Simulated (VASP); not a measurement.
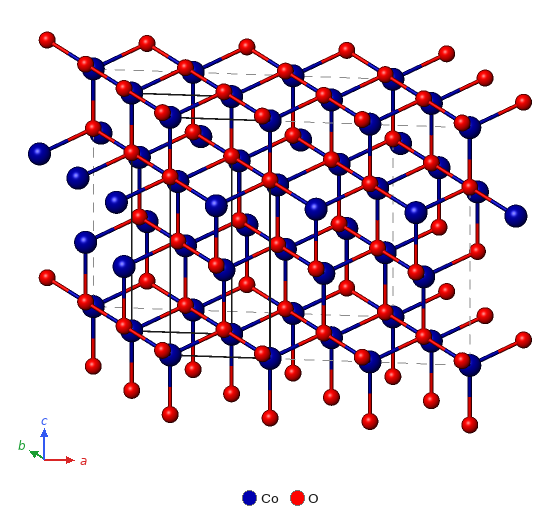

CoO. Coordinates: the end point of a relaxation with VASP Kohn-Sham DFT of a periodic cell, PBE with D2, VASP PAW PBE potentials, recommended (VASP).

Bonds are taken as Co–O below 2.2 Å. Simplification: prune 0- and 1-connected atoms, fold 2-connected ones into links.

Q: What kind of net remains, and which atoms are its nodes?

A: A uninodal 4-connected, three-periodic net: Co and O are 4-connected nodes.

Q: Which named net is it?

A: It is the dia net, known from diamond, zinc blende and cristobalite.

Q: Is the net interpenetrated?

A: It is a single net, without interpenetration.

Q: How many nodes does the smallest cycle have?

A: Six.

Q: Give the first five terms of the coordination sequence (nodes one, two, three … edges away).

A: Co and O: 4, 12, 24, 42, 64.
